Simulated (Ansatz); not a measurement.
# Calculations on Bi2Se3

Part 1: Relaxation

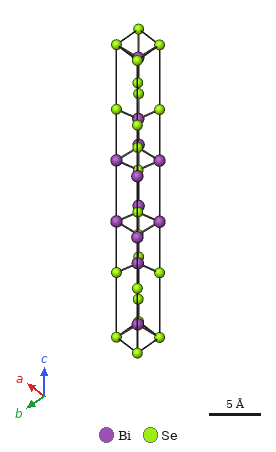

This is the input geometry for a relaxation of a crystal of Bi2Se3 (set up in R-3m). The picture is a ball-and-stick view of the conventional cell (3 times the calculation's cell), seen from a free direction. Lengths and directions refer to the drawn axes.

Case: volume × 1.03, shape and atoms relaxed.

Computed with DFT PBE, scalar-relativistic, plane waves, PAW in Ansatz.

Input
```yaml
crystal:
  lattice:
    - [2.1143871062, 1.2207419649, 10.5373436207]
    - [-2.1143871062, 1.2207419649, 10.5373436207]
    - [0.0, -2.4414839299, 10.5373436207]
  atoms:
    - { symbol: Bi, position: [0.3955941724, 0.3955941724, 0.3955941724] }
    - { symbol: Bi, position: [0.6044058276, 0.6044058276, 0.6044058276] }
    - { symbol: Se, position: [0.0, 0.0, 0.0] }
    - { symbol: Se, position: [0.2210304536, 0.2210304536, 0.2210304536] }
    - { symbol: Se, position: [0.7789695464, 0.7789695464, 0.7789695464] }
basis:
  ecutwfc: 420
kpoints:
  mp_grid: { grid: [6, 6, 6] }
hamiltonian:
  xc: pbe
scf:
  occupations: { method: gaussian, width: 0.02 }
output:
  forces: true
  stress: true
  eigenvalues: true
  write_density: true
  write_potential: true
  elf: true
  volumetric_format: npy
relax:
  adjacent_minimum: "off"
  f_tol: 0.01
  max_steps: 30
  cell: { stress_tol: 0.1, fix: [volume] }
```

Command:
```bash
ansatz run input.yaml --threads 2 --pin off --max-ram 5120MiB --backend cpu --events-out ev --progress --plain --runs-dir out
```

What does the optimiser find from here?

Answer. The energy falls by 20.6 meV per cell of the calculation in 3 accepted moves (5 points after the start). The largest force component goes from 0.23 to 0.0033 eV/Å. The pressure goes from −1.44 to −0.09 GPa. The line search rejected the trial step at point 1 of the run. At 1 point the geometry stayed and the basis and grid were re-selected for the new cell (energy shift of less than 0.05 meV per cell of the calculation at most each time). The largest moves relative to the cell, 0.10 Å, are those of Se4 and Se5. Se4 goes along +c. Largest moves by element: Se 0.10 Å, Bi 0.06 Å. The drawn cell changes at constant volume: a = b 4.229 → 4.188 Å (−1.0 %), c 31.612 → 32.231 Å (+2.0 %). Some distances before and after: Bi1–Se3 3.136 → 3.107 Å, Bi1–Se5 2.909 → 2.881 Å. The space group stays R-3m (No. 166).

After the run, drawn alike:

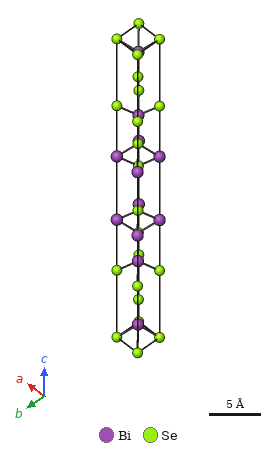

Part 2: Relaxation

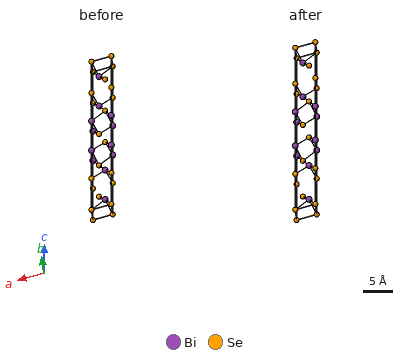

The structure of a crystal of Bi$_{2}$Se$_{3}$ (set up in R-3m) before (left) and after (right) a relaxation, at one scale.

A ball-and-stick model of the conventional cell (3 times the calculation's cell), seen from a free direction. Lengths and directions refer to the drawn axes.

All numbers below come from Ansatz 0.2.0, DFT PBE, scalar-relativistic, plane waves, PAW.

Input file:
```yaml
crystal:
  lattice:
    - [2.0715, 1.1959810826, 9.5453333333]
    - [-2.0715, 1.1959810826, 9.5453333333]
    - [0.0, -2.3919621653, 9.5453333333]
  atoms:
    - { symbol: Bi, position: [0.4008, 0.4008, 0.4008] }
    - { symbol: Bi, position: [0.5992, 0.5992, 0.5992] }
    - { symbol: Se, position: [0.0, 0.0, 0.0] }
    - { symbol: Se, position: [0.2117, 0.2117, 0.2117] }
    - { symbol: Se, position: [0.7883, 0.7883, 0.7883] }
basis:
  ecutwfc: 420
kpoints:
  mp_grid: { grid: [12, 12, 12] }
hamiltonian:
  xc: pbe
scf:
  occupations: { method: gaussian, width: 0.01 }
output:
  forces: true
  stress: true
  eigenvalues: true
relax:
  adjacent_minimum: "off"
  f_tol: 0.005
  max_steps: 80
  cell: { stress_tol: 0.05 }
```

Run as
```bash
ansatz run input.yaml --threads 2 --pin off --max-ram 5120MiB --backend cpu --events-out ev --progress --plain --runs-dir out
```

> Summarise the run.

The largest moves relative to the cell, 0.30 Å, are those of Se4 and Se5. Se5 goes along −c. Largest moves by element: Se 0.30 Å, Bi 0.16 Å. Cell: a = b 4.143 → 4.190 Å (+1.1 %), c 28.636 → 31.301 Å (+9.3 %). Volume +11.8 %. Among the contacts that change: Bi1–Se3 3.075 → 3.108 Å, Bi1–Se5 2.851 → 2.879 Å. The space group stays R-3m (No. 166). Over 7 accepted moves (8 points after the start) the energy falls by 16.7 meV per atom. The largest force component goes from 0.16 to 0.0004 eV/Å. The pressure goes from 2.55 to 0.01 GPa. The SCF was repeated once at an unchanged geometry on a basis and grid sized afresh for the cell, which shifted the energy by 0.5 meV per atom at most.

Part 3: A change

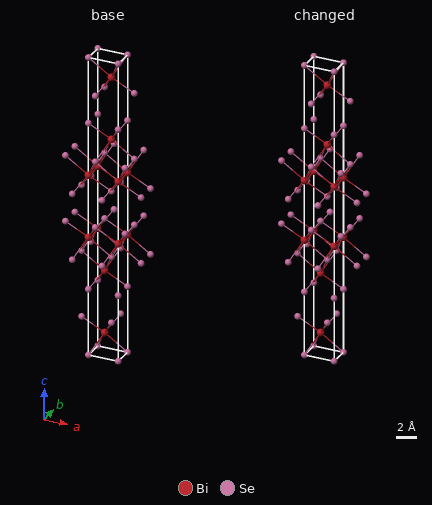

Left: solid Bi2Se3 (set up in R-3m). Right: the same structure after one change, at the same scale. A ball-and-stick model of the conventional cell (3 times the calculation's cell), seen slightly off an axis. Lengths and directions refer to the drawn axes.

These are results of DFT PBE, scalar-relativistic, plane waves, PAW (Ansatz), not measurements. (plane-wave cutoff 420 eV; k-point mesh 6 × 6 × 6; occupations gaussian; smearing width 0.02 eV; no spin polarisation)

What was changed?

The volume is changed by −3.0 %. The cell's shape and the atoms are relaxed at that volume.

How do the computed properties respond?

The volume changes by −3.0 %, with a = b 4.187 → 4.180 Å (−0.2 %), c 31.302 → 30.474 Å (−2.6 %). The largest moves relative to the cell, 0.097 Å, are those of Se atoms. By element the largest moves are Se 0.097 Å, Bi 0.051 Å. Some distances before and after: Bi–Se 3.105 → 3.101 Å. The space group stays R-3m (No. 166). The energy changes by less than 1 meV per atom. The pressure goes from 0.0 to 0.2 GPa.
